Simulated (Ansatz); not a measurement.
# Geometry relaxation of Al₃Ru₄ (part 2 of 2)

Al₃Ru₄ (slab, 7 atoms in the cell); DFT PBEsol, scalar-relativistic, plane waves, PAW, no spin polarisation (Ansatz 0.2.0); cutoff 420 eV, 10×10×1 k-mesh, Gaussian smearing of 0.1 eV. The structure derives from an entry of the Crystallography Open Database. The input holds or restrains some coordinates. Forces given for the steps count only the free coordinates. It belongs to a series of runs on one base structure; here: clean slab, lower half held.

Geometry of the input (Å; fractional positions):
```
2.9764  0.0000  0.0000
0.0000  2.9764  0.0000
0.0000  0.0000  25.9292
Ru 0.5000  0.5000  0.3278
Al 0.0000  0.0000  0.3852
Ru 0.5000  0.5000  0.4426
Al 0.0000  0.0000  0.5000
Ru 0.5000  0.5000  0.5574
Al 0.0000  0.0000  0.6148
Ru 0.5000  0.5000  0.6722
```

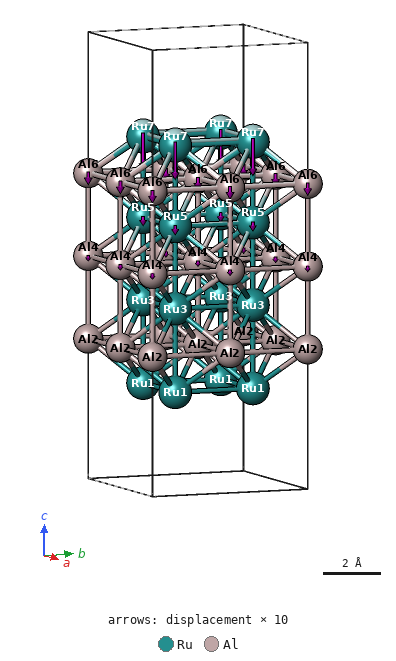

Start (faint) and end (solid) with the displacements as pink arrows, magnified 10 times (ball-and-stick view of the 2 × 2 repeat of the cell, with the vacuum cut short, seen slightly off an axis). The energy falls by 36.9 meV per cell of the calculation in 3 geometry steps. The largest force component goes from 0.67 to 0.0063 eV/Å. The atom that moves furthest is Ru7 (0.14 Å). Largest moves by element: Ru 0.14 Å, Al 0.05 Å. The cell stays as it was. Distances before and after: Ru5–Ru7 2.976 → 2.876 Å, Al6–Ru7 2.578 → 2.528 Å, Ru3–Ru5 2.976 → 2.939 Å, Al2–Al4 2.976 → 2.953 Å. (Atoms are counted from 1 in the order of the input.)

```
WARN: The input density's exchange-correlation potential varies sharply where the density is thin. Do not read a vacuum level from v_tot or v_xc, or from such a field of the output density. On a cell that repeats whose density bears no net charge and no dipole along the vacuum's axis use v_es (v_loc + v_h of the components); under efield.dipole_correction with no amplitude use v_es + v_field, which holds any external_charges[].barrier, or the levels of the report's work_function block, which leave it out; under a non-zero efield.amplitude the vacuum is tilted and has no level; on a cell that repeats and bears such a dipole with no correction it is tilted too, and efield.dipole_correction with no amplitude gives each side of its ramp a level where efield: is served; in a cell that repeats whose density bears a net charge (total_charge, or a fill off its count) it is curved and has none; of a slab under crystal.periodic whose density bears no net charge use v_es, which has a level on each side, short of where the two are joined; of another it falls or rises all the way out and has none; of a slab beside external_charges read slab_vacuum_level instead, which it has where they leave it neutral. The grid or the basis barely resolves most such structure, and the values can differ between equally converged runs; as a rule a tighter scf.convergence.dr2_threshold does not remove it. Where the density itself ripples (under the LDA too) a higher basis.ecutwfc lessens it. The files hold the spikes' plane waves up to the density's cutoff. Files: v_tot and the like, and their columns of v_z.tsv (output.write_potential); v_xc and the like, and their columns of v_comp_z.tsv (output.write_potential_components); where files of the output density stand in their place, no point of their own thin density is over the threshold below, and this is of outcome.potential() and, of a run that writes arrays (npy), the arrays of these names. Measured: with its Gaussian average of σ = 0.25 Å subtracted twice, the exchange-correlation potential is over 0.1 eV at 680 of the grid points where the equally averaged density (valence and model cores) is under 1e-3 e/Å³, and 0.189 eV at the most among them, at an averaged density of 1.1e-7 e/Å³. See output.write_potential in the manual, Limitations
SCF converged after 6 iterations
Free energy (F): -24839.035842 eV
Harris-Foulkes:  -24839.035842 eV  (|F-HF|=1.14e-7)
Internal energy: -24839.002758 eV  (E = F + TS)
E sigma→0 (E₀):  -24839.019300 eV
Entropy (-TS):   -0.033084 eV (-4.726 meV/atom)
Fermi energy:    4.320839 eV
Dipole field:    D = 0.002165 V/Å  (p = 0.002749 e·Å, saw-weighted, corrected)
Work function:   Φ+ = 4.4545 eV   Φ− = 4.5107 eV
Levels:          The Fermi level and band energies are counted from a zero that moves with the ramp; work functions are not
--- Per-component energies (eV) ---
  E_band       = -1367.804500
  E_kinetic    = 2141.193931
  E_local      = -83927.567317  (includes V_loc(G=0)·N_el)
  E_nonlocal   = 1419.965657
  E_hartree    = 40474.788260
  E_xc         = -876.472335
  E_vxc        = -1042.368166  (∫ρ·V_xc dr)
  E_paw        = -14967.635325  (= ΣΔE_a)
  E_vpaw       = -908.598181  (= ΣTr[D̂ρ^β])
  E_aug_tail   = -0.000789  (compensation charges beyond the density's cutoff)
  E_efield     = 0.000003  (sawtooth field / dipole correction)
  E_vefield    = 0.006509  (∫n·V_field dr)
  E_ewald      = 30895.654556
  E_core_change = 1.070601  (= ΣΔE_core)
  E_smearing   = -0.033084  (= −TS)
  E_closure    = 0.000000  (closes the sum)
  Σ components = -24839.035842   (vs F -24839.035842, Δ=0.00e0)
--- Forces (eV/Å), atoms counted from 1 ---
  atom   1  Ru     0.00000000     0.00000000     0.62341919
  atom   2  Al     0.00000000     0.00000000    -0.35772730
  atom   3  Ru    -0.00000000     0.00000000    -0.26955349
  atom   4  Al    -0.00000000     0.00000000    -0.00043710
  atom   5  Ru     0.00000000     0.00000000     0.00631101
  atom   6  Al     0.00000000     0.00000000    -0.00033704
  atom   7  Ru     0.00000000     0.00000000    -0.00168415
  max |Σ_I F_I| component: 8.88e-6 eV/Å
--- Band table (eV; the first three rows and the last of 21) ---
  k-point 0: bands = ["-67.5037", "-67.4694", "-67.3780", "-67.3717", "-37.6934", "-37.5704", "-37.4547", "-37.4547", "-37.4246", "-37.4246", "-37.4200", "-37.4052", "-37.3162", "-37.3162", "-37.3139", "-37.3139", "-5.1415", "-4.1006", "-2.5060", "-1.0589", "0.4905", "0.6829", "1.0324", "1.0545", "1.2225", "1.5934", "1.6833", "2.7791", "2.7791", "3.4138", "3.4138", "4.2192", "4.2192", "4.2713", "4.3402", "4.4828", "4.5639", "4.5639", "4.6241", "4.9456", "5.0083", "7.1487", "8.0482", "8.7463"]
  k-point 1: bands = ["-67.5021", "-67.4678", "-67.3765", "-67.3702", "-37.6908", "-37.5682", "-37.4761", "-37.4529", "-37.4457", "-37.4228", "-37.4180", "-37.4034", "-37.3359", "-37.3339", "-37.3145", "-37.3122", "-4.9524", "-3.9315", "-2.3965", "-0.8586", "0.5448", "0.7487", "1.0791", "1.1133", "1.3252", "1.6853", "1.7882", "2.6908", "2.8151", "3.0989", "3.4404", "3.8521", "4.1670", "4.2379", "4.3288", "4.4207", "4.5822", "4.6049", "4.6959", "4.7848", "4.8533", "7.2429", "8.2264", "8.9341"]
  k-point 2: bands = ["-67.4980", "-67.4636", "-67.3725", "-67.3661", "-37.6841", "-37.5625", "-37.5315", "-37.5006", "-37.4482", "-37.4180", "-37.4132", "-37.3988", "-37.3872", "-37.3859", "-37.3102", "-37.3078", "-4.4044", "-3.4519", "-2.1325", "-0.3137", "0.6484", "0.8407", "1.0898", "1.1888", "1.6174", "2.0219", "2.0954", "2.6124", "2.7172", "2.9121", "3.3768", "3.4987", "3.7111", "3.7627", "3.9581", "4.2906", "4.3998", "4.4883", "4.6544", "5.0263", "5.1042", "7.4144", "8.3193", "8.9545"]
  k-point 20: bands = ["-67.4705", "-67.4363", "-67.3463", "-67.3397", "-37.6479", "-37.6479", "-37.6431", "-37.6166", "-37.6166", "-37.5257", "-37.4977", "-37.4977", "-37.4976", "-37.4976", "-37.3807", "-37.3674", "-1.6734", "-1.0331", "-0.2454", "-0.2454", "0.3005", "0.4662", "0.5056", "0.5056", "1.4620", "1.6469", "1.6469", "2.6251", "3.1960", "3.1960", "4.2458", "4.7169", "4.7169", "5.6240", "5.8337", "5.8935", "6.0800", "6.1021", "6.4768", "6.4768", "7.8050", "8.3489", "8.3489", "8.9586"]
--- Relaxed structure (4 steps of the walk, 4 accepted, 0 SCFs on fresh bases) ---
  F+E_penalty+E_count = -24839.03584192 eV   max|allowed force component| = 6.311e-3 eV/Å
  atoms:
    - { symbol: Ru, position: [0.5, 0.5, 0.32781544769999993] }
    - { symbol: Al, position: [0.0, 0.0, 0.3852102985] }
    - { symbol: Ru, position: [0.5, 0.5, 0.44260514919999994] }
    - { symbol: Al, position: [-2.7176738702535078e-33, 0.0, 0.4991047720051363] }
    - { symbol: Ru, position: [0.5, 0.5, 0.5559671655579351] }
    - { symbol: Al, position: [7.454191186981049e-32, 0.0, 0.6128916915219298] }
    - { symbol: Ru, position: [0.5, 0.5, 0.6668971346027739] }
```

**Trajectory as extended XYZ (Å, eV, eV/Å), 4 frames, from step=1 to step=4**
```
7
Lattice="2.9764 0.0000 0.0000 0.0000 2.9764 0.0000 0.0000 0.0000 25.9292" Properties=species:S:1:pos:R:3:forces:R:3 step=1 energy=-24838.99895
Ru    1.4882    1.4882    8.5000    0.0000   0.0000   0.6669
Al    0.0000    0.0000    9.9882    0.0000   0.0000  -0.3235
Ru    1.4882    1.4882   11.4764    0.0000   0.0000  -0.1031
Al    0.0000    0.0000   12.9646    0.0000   0.0000   0.0000
Ru    1.4882    1.4882   14.4528    0.0000   0.0000   0.1031
Al    0.0000    0.0000   15.9410    0.0000   0.0000   0.3235
Ru    1.4882    1.4882   17.4292    0.0000   0.0000  -0.6669
7
Lattice="2.9764 0.0000 0.0000 0.0000 2.9764 0.0000 0.0000 0.0000 25.9292" Properties=species:S:1:pos:R:3:forces:R:3 step=2 energy=-24839.03222
Ru    1.4882    1.4882    8.5000    0.0000   0.0000   0.6102
Al    0.0000    0.0000    9.9882    0.0000   0.0000  -0.3724
Ru    1.4882    1.4882   11.4764    0.0000   0.0000  -0.3147
Al    0.0000    0.0000   12.9382    0.0000   0.0000  -0.0716
Ru    1.4882    1.4882   14.4020    0.0000   0.0000  -0.0728
Al    0.0000    0.0000   15.8544    0.0000   0.0000   0.1172
Ru    1.4882    1.4882   17.2515    0.0000   0.0000   0.1024
7
Lattice="2.9764 0.0000 0.0000 0.0000 2.9764 0.0000 0.0000 0.0000 25.9292" Properties=species:S:1:pos:R:3:forces:R:3 step=3 energy=-24839.03565
Ru    1.4882    1.4882    8.5000    0.0000   0.0000   0.6234
Al    0.0000    0.0000    9.9882    0.0000   0.0000  -0.3573
Ru    1.4882    1.4882   11.4764    0.0000   0.0000  -0.2587
Al    0.0000    0.0000   12.9432    0.0000   0.0000  -0.0187
Ru    1.4882    1.4882   14.4173    0.0000   0.0000  -0.0292
Al    0.0000    0.0000   15.8861    0.0000   0.0000   0.0573
Ru    1.4882    1.4882   17.2911    0.0000   0.0000  -0.0168
7
Lattice="2.9764 0.0000 0.0000 0.0000 2.9764 0.0000 0.0000 0.0000 25.9292" Properties=species:S:1:pos:R:3:forces:R:3 step=4 energy=-24839.03584
Ru    1.4882    1.4882    8.5000    0.0000   0.0000   0.6234
Al    0.0000    0.0000    9.9882    0.0000   0.0000  -0.3577
Ru    1.4882    1.4882   11.4764    0.0000   0.0000  -0.2696
Al    0.0000    0.0000   12.9414    0.0000   0.0000  -0.0004
Ru    1.4882    1.4882   14.4158    0.0000   0.0000   0.0063
Al    0.0000    0.0000   15.8918    0.0000   0.0000  -0.0003
Ru    1.4882    1.4882   17.2921    0.0000   0.0000  -0.0017
```

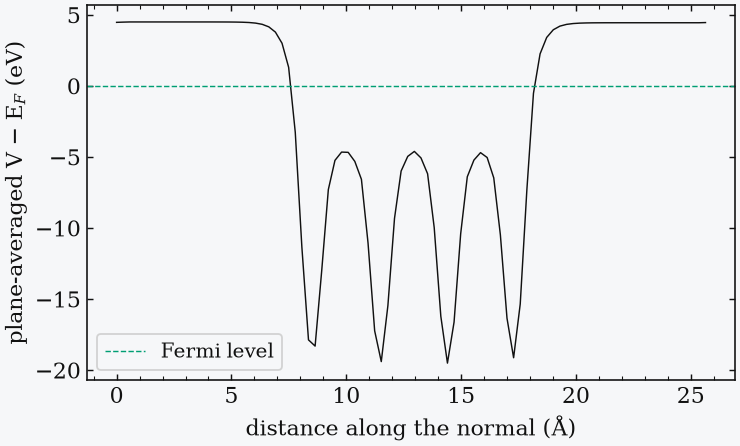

Plane average of the electrostatic potential energy of an electron across the cell, from the Fermi level. The vacuum level lies 4.45 eV above the Fermi level on the upper side and 4.51 eV on the lower.

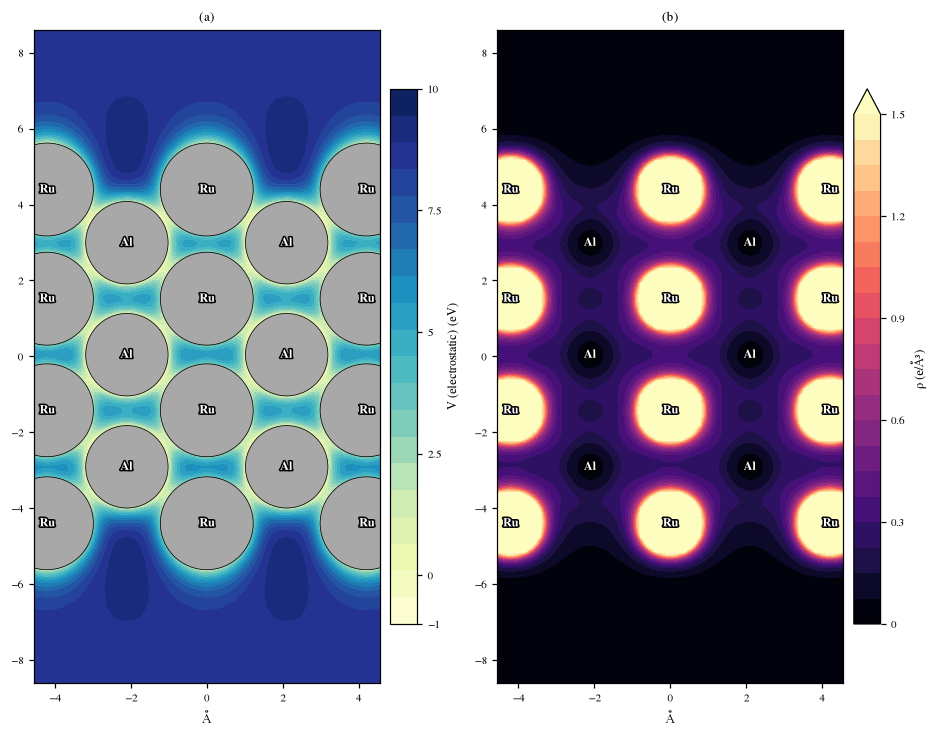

(a) electrostatic potential (local pseudopotential plus Hartree) felt by an electron; (b) valence charge density (pseudo) on the (110) plane of the calculation cell, a cut from vacuum to vacuum. Grey discs, where drawn, cover atomic cores. The section cuts through Ru and Al sites. Al–Ru (2.53 Å): the density is about 0.4 e/Å³ at the midpoint. Ru–Ru (2.88 Å): ρ is about 0.34 e/Å³ halfway. Al–Ru (2.57 Å): ρ at the midpoint is about 0.37 e/Å³. Ru–Ru (2.94 Å): the density is about 0.32 e/Å³ at the midpoint. The density dies away to nearly zero in the vacuum. Core electrons are frozen (PAW), so the fields are smoothed inside the atomic spheres.

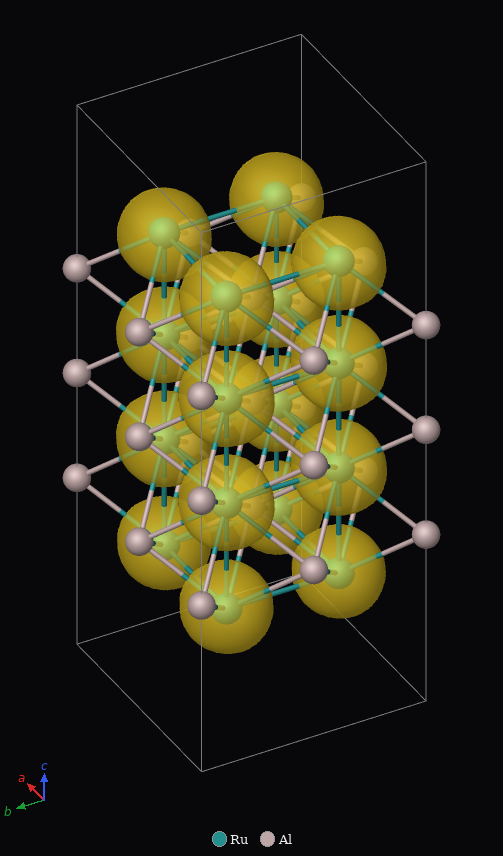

Isosurface of the valence electron density at 0.5 e/Å³ (yellow), seen at an oblique angle. Sticks mark near contacts. At this value the density breaks into separate islands; it holds about 70 % of the electrons treated as valence (semicore included). It is pinched off along the Al–Ru (2.53 Å), Ru–Ru (2.88 Å), Al–Ru (2.57 Å) and Ru–Ru (2.94 Å) contacts. On the grid the lowest density along these lines, outside the cores, is 0.29 e/Å³ (Al–Ru, 2.53 Å), 0.33 e/Å³ (Ru–Ru, 2.88 Å), 0.27 e/Å³ (Al–Ru, 2.57 Å) and 0.32 e/Å³ (Ru–Ru, 2.94 Å).

**Summary**

| quantity | value |
| --- | --- |
| outcome | converged under the restraints of the input |
| electrons treated | 73 |
| free energy | −24839.0358 eV |
| work function, top face | 4.45 eV |
| work function, bottom face | 4.51 eV |
| Fermi energy | 4.321 eV |
| gap on the k-point mesh | none (metallic) |
| final volume | 229.71 Å³ |
| work function (upper face) | 4.45 eV |
| largest force (length of the vector) at the end, held atoms and coordinates included | 0.623 eV/Å |
| wall time | 40 s (CPU time 79 s) |
| peak memory | 0.58 GiB |

**Notes**

The program warns: the exchange-correlation potential is rough where the density is thin.
